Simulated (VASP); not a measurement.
## AlAs: geometry relaxation (part 1 of 2)

The run: geometry relaxation of AlAs (2 atoms in the cell). Method and program: Kohn-Sham DFT of a periodic cell, PBEsol, VASP PAW PBE potentials, recommended, no spin polarisation (VASP 6.6.1).

The structure derives from an entry of the Crystallography Open Database.

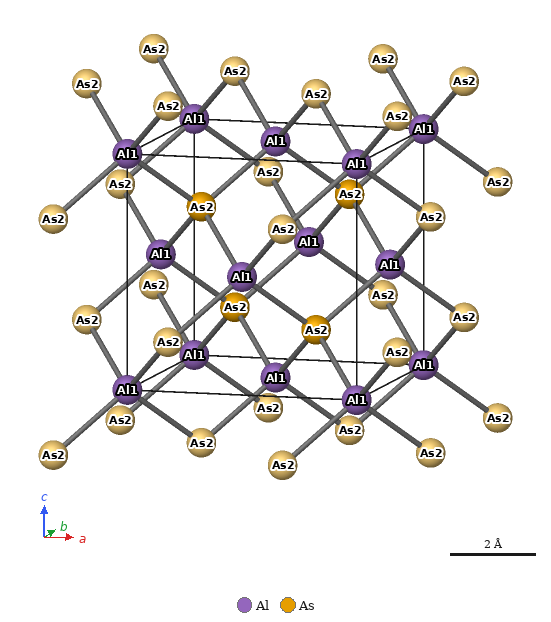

Fig. 1: The structure as given in the input (ball-and-stick view of the cell 4 times as large as that of the calculation, set on its symmetry axes, seen slightly off an axis; neighbours outside the cell are drawn fainter; atoms are numbered from 1 in the order of the input). Near neighbours in the crystal (not all of them lie inside the picture): Al has 4 As at 2.45 Å; As has 4 Al at 2.45 Å.

## Results in brief

| quantity | value |
| --- | --- |
| outcome | converged |
| space group (tolerance 0.01 Å) | F-43m (216) |
| electrons treated | 8 |
| free energy | −10.0649 eV |
| Fermi energy | 3.868 eV |
| gap on the k-point mesh | 1.34 eV |
| pressure | 0.00 GPa |
| final volume | 45.86 Å³ |
| largest force (length of the vector) at the end | under 0.001 eV/Å |
| final cell | a = 4.018 Å, b = 4.018 Å, c = 4.018 Å, α = 60.00°, β = 60.00°, γ = 60.00° |
| hardware | 1 thread of AMD EPYC (Zen 3), 64 GiB of memory available, shared host |
| wall time | 66 s |
| peak memory | 0.16 GiB |

## INCAR
```
SYSTEM = AlAs
PREC = Accurate ; ENCUT = 600
EDIFF = 1E-6 ; ISMEAR = 0
SIGMA = 0.03 ; LREAL = .False.
LASPH = .True. ; NELM = 80
ALGO = Normal ; ISIF = 3
LWAVE = .False. ; LCHARG = .False.
GGA = PS ; IBRION = 2
NSW = 90 ; EDIFFG = -0.01
```

## KPOINTS
```
regular mesh
0
Gamma
  8 8 8
  0 0 0
```

## POSCAR
```
AlAs
1.0
    0.0000000000      2.8304000000      2.8304000000
    2.8304000000      0.0000000000      2.8304000000
    2.8304000000      2.8304000000      0.0000000000
Al As
1 1
Direct
    0.0000000000      0.0000000000      0.0000000000
    0.2500000000      0.2500000000      0.2500000000
```

Command:
```bash
cat potpaw_PBE.64/Al/POTCAR potpaw_PBE.64/As/POTCAR > POTCAR
mpirun -np 1 vasp_std > vasp.out
```

## OSZICAR
```
N       E                     dE             d eps       ncg     rms          rms(c)
DAV:   1     0.147716165288E+02    0.14772E+02   -0.33719E+03   464   0.854E+02
DAV:   2    -0.967970096254E+01   -0.24451E+02   -0.23592E+02   600   0.905E+01
DAV:   3    -0.103287001395E+02   -0.64900E+00   -0.64900E+00   576   0.198E+01
DAV:   4    -0.103318440193E+02   -0.31439E-02   -0.31439E-02   736   0.152E+00
DAV:   5    -0.103318510831E+02   -0.70638E-05   -0.70638E-05   584   0.574E-02    0.327E+00
DAV:   6    -0.101128412972E+02    0.21901E+00   -0.41666E-01   520   0.291E+00    0.186E+00
DAV:   7    -0.100653813041E+02    0.47460E-01   -0.18946E-01   616   0.208E+00    0.661E-01
DAV:   8    -0.100635534425E+02    0.18279E-02   -0.97672E-03   472   0.600E-01    0.901E-02
DAV:   9    -0.100636022330E+02   -0.48791E-04   -0.32304E-04   648   0.138E-01    0.491E-02
DAV:  10    -0.100636505720E+02   -0.48339E-04   -0.56075E-05   536   0.539E-02    0.640E-03
DAV:  11    -0.100636521495E+02   -0.15774E-05   -0.70094E-06   640   0.149E-02    0.338E-03
DAV:  12    -0.100636520695E+02    0.80020E-07   -0.12144E-06   320   0.620E-03
   1 F= -.10063652E+02 E0= -.10063652E+02  d E =-.100637E+02
       N       E                     dE             d eps       ncg     rms          rms(c)
DAV:   1    -0.100681370104E+02   -0.44849E-02   -0.88814E-02   520   0.168E+00    0.279E-01
DAV:   2    -0.100653241530E+02    0.28129E-02   -0.59549E-03   560   0.431E-01    0.130E-01
DAV:   3    -0.100646543853E+02    0.66977E-03   -0.25080E-03   512   0.249E-01    0.474E-02
DAV:   4    -0.100646097426E+02    0.44643E-04   -0.93080E-05   504   0.602E-02    0.269E-02
DAV:   5    -0.100646022964E+02    0.74462E-05   -0.11355E-05   640   0.201E-02    0.150E-02
DAV:   6    -0.100646022920E+02    0.44103E-08   -0.27766E-07   240   0.438E-03
   2 F= -.10064602E+02 E0= -.10064602E+02  d E =-.950223E-03
       N       E                     dE             d eps       ncg     rms          rms(c)
DAV:   1    -0.100653388171E+02   -0.73652E-03   -0.10256E-02   520   0.576E-01    0.960E-02
DAV:   2    -0.100650160299E+02    0.32279E-03   -0.67878E-04   560   0.145E-01    0.447E-02
DAV:   3    -0.100649409633E+02    0.75067E-04   -0.29063E-04   512   0.849E-02    0.168E-02
DAV:   4    -0.100649366478E+02    0.43155E-05   -0.10640E-05   512   0.204E-02    0.942E-03
DAV:   5    -0.100649362116E+02    0.43622E-06   -0.12591E-06   288   0.683E-03
   3 F= -.10064936E+02 E0= -.10064936E+02  d E =-.128414E-02
```

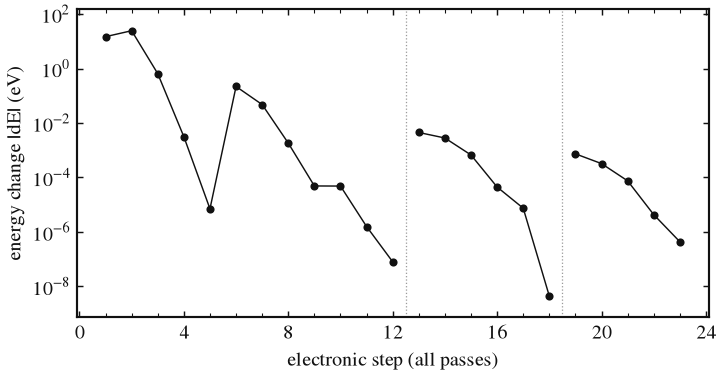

Fig. 2: Convergence of the self-consistent field: energy change |dE| against the electronic step. Each stretch between dotted lines is the SCF of one geometry step of a relaxation. The 3 ionic steps take 5 to 12 electronic steps each. The density is held fixed in the first few steps, and dE rises again when its update begins.

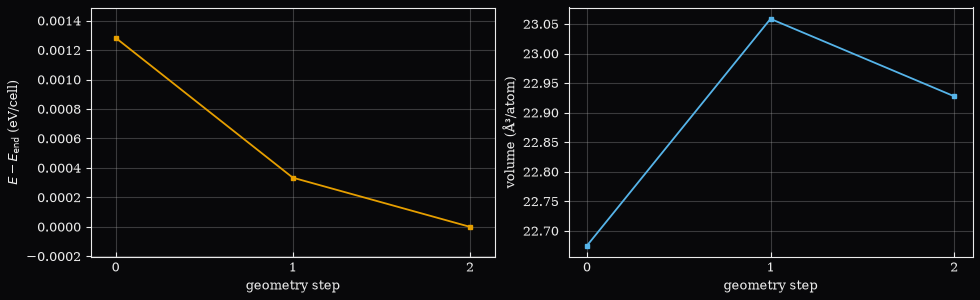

Fig. 3: Progress of the relaxation, step by step (steps are counted from 0). No atom moves by more than 0.005 Å relative to the cell. Cell: a = b = c 5.661 → 5.682 Å (+0.4 %). Volume +1.1 %. Among the contacts that change: Al1–As2 2.451 → 2.460 Å. The space group stays F-43m (No. 216). After 2 geometry steps the energy has fallen by 1.3 meV per cell of the calculation. All forces vanish by symmetry, so only the cell relaxes. (Atoms are counted from 1 in the order of the input.)

## Parts of OUTCAR
```
SYSTEM = AlAs
   PREC = Accurate
   ENCUT = 600
   EDIFF = 1E-6
   ISMEAR = 0
   LREAL = .False.
   LASPH = .True.
   NELM = 80
   ISIF = 3
   GGA = PS
   IBRION = 2
   NSW = 90
   EDIFFG = -0.01

 ion  position               nearest neighbor table
   1  0.000  0.000  0.000-   2 2.45   2 2.45   2 2.45   2 2.45
   2  0.250  0.250  0.250-   1 2.45   1 2.45   1 2.45   1 2.45

  LATTYP: Found a face centered cubic cell.
 ALAT       =     5.6608000000

  Lattice vectors:

 A1 = (   0.0000000000,   2.8304000000,   2.8304000000)
 A2 = (   2.8304000000,   0.0000000000,   2.8304000000)
 A3 = (   2.8304000000,   2.8304000000,   0.0000000000)

Analysis of symmetry for initial positions (statically):
=====================================================================
 Subroutine PRICEL returns:
 Original cell was already a primitive cell.

 Routine SETGRP: Setting up the symmetry group for a
 face centered cubic supercell.

 Subroutine GETGRP returns: Found 24 space group operations
 (whereof 24 operations were pure point group operations)
 out of a pool of 48 trial point group operations.

The static configuration has the point symmetry T_d .

Analysis of symmetry for dynamics (positions and initial velocities):
=====================================================================
 Subroutine PRICEL returns:
 Original cell was already a primitive cell.

 Routine SETGRP: Setting up the symmetry group for a
 face centered cubic supercell.

 Subroutine GETGRP returns: Found 24 space group operations
 (whereof 24 operations were pure point group operations)
 out of a pool of 48 trial point group operations.

The dynamic configuration has the point symmetry T_d .

 Subroutine INISYM returns: Found 24 space group operations
 (whereof 24 operations are pure point group operations),
 and found     1 'primitive' translations

----------------------------------------------------------------------------------------

                                     Primitive cell

  volume of cell :      45.3496

  direct lattice vectors                    reciprocal lattice vectors
     0.000000000  2.830400000  2.830400000    -0.176653477  0.176653477  0.176653477
     2.830400000  0.000000000  2.830400000     0.176653477 -0.176653477  0.176653477
     2.830400000  2.830400000  0.000000000     0.176653477  0.176653477 -0.176653477

  length of vectors
     4.002790067  4.002790067  4.002790067     0.305972797  0.305972797  0.305972797

  position of ions in fractional coordinates (direct lattice)
     0.000000000  0.000000000  0.000000000
     0.250000000  0.250000000  0.250000000

  ion indices of the primitive-cell ions
   primitive index   ion index
                 1           1
                 2           2

----------------------------------------------------------------------------------------

 KPOINTS: regular mesh

Automatic generation of k-mesh.
 Grid dimensions read from file:
 generate k-points for:    8    8    8

 Generating k-lattice:

  Cartesian coordinates                     Fractional coordinates (reciprocal lattice)
    -0.022081685  0.022081685  0.022081685     0.125000000  0.000000000  0.000000000
     0.022081685 -0.022081685  0.022081685     0.000000000  0.125000000  0.000000000
     0.022081685  0.022081685 -0.022081685     0.000000000  0.000000000  0.125000000

  Length of vectors
     0.038246600  0.038246600  0.038246600

  Shift w.r.t. Gamma in fractional coordinates (k-lattice)
     0.000000000  0.000000000  0.000000000

 Subroutine IBZKPT returns following result:
 ===========================================

 Found     29 irreducible k-points:

 Following reciprocal coordinates:
            Coordinates               Weight
  0.000000  0.000000  0.000000      1.000000
  0.125000  0.000000  0.000000      8.000000
  0.250000  0.000000  0.000000      8.000000
  0.375000  0.000000  0.000000      8.000000
  0.500000  0.000000  0.000000      4.000000
  0.125000  0.125000  0.000000      6.000000
  0.250000  0.125000  0.000000     24.000000
  0.375000  0.125000  0.000000     24.000000
  0.500000  0.125000  0.000000     24.000000
 -0.375000  0.125000  0.000000     24.000000
 -0.250000  0.125000  0.000000     24.000000
 -0.125000  0.125000  0.000000     12.000000
  0.250000  0.250000  0.000000      6.000000
  0.375000  0.250000  0.000000     24.000000
  0.500000  0.250000  0.000000     24.000000
 -0.375000  0.250000  0.000000     24.000000
 -0.250000  0.250000  0.000000     12.000000
  0.375000  0.375000  0.000000      6.000000
  0.500000  0.375000  0.000000     24.000000
 -0.375000  0.375000  0.000000     12.000000
  0.500000  0.500000  0.000000      3.000000
  0.375000  0.250000  0.125000     24.000000
  0.500000  0.250000  0.125000     48.000000
 -0.375000  0.250000  0.125000     24.000000
 [... further k-points ...]
```
